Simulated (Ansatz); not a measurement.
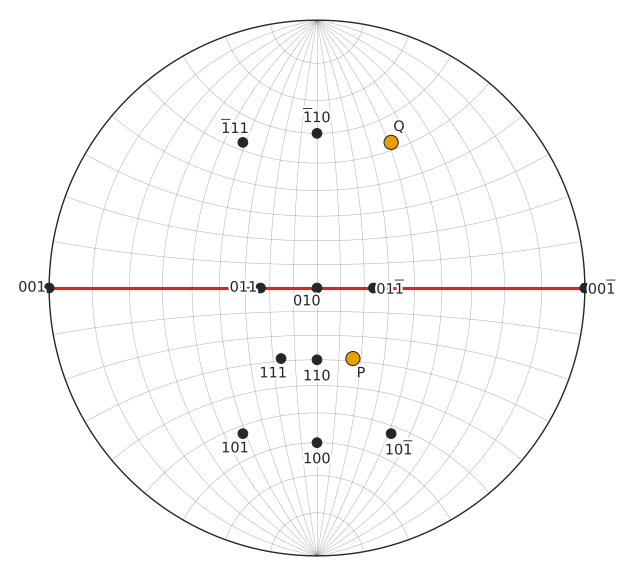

Stereographic projection of plane normals (upper hemisphere) centred on (0 1 0). Crystal: TiO, the geometry relaxed at fixed volume with Ansatz 0.2.0, DFT r2SCAN, scalar-relativistic, plane waves, PAW. The drawing is computed from the coordinates (standard cell, symmetry found to 0.002 Å).

a = 2.767 Å, b = 2.767 Å, c = 5.436 Å, α = 90.00°, β = 90.00°, γ = 120.00°.

> Index the poles marked P, Q.

P is (1 1 −1), in four indices (1 1 −2 −1), 32.9° from the centre; Q is (−1 1 −1), in four indices (−1 1 0 −1), 62.8° from the centre.

> Which zone does the coloured great circle trace?

The zone [1 0 0]: its poles satisfy h = 0.

> What is the angle between the normals of (0 0 −1) and (−1 1 −1), and what are their d_hkl = 1/|g|?

66.2°; d = 5.436 Å and 2.192 Å.
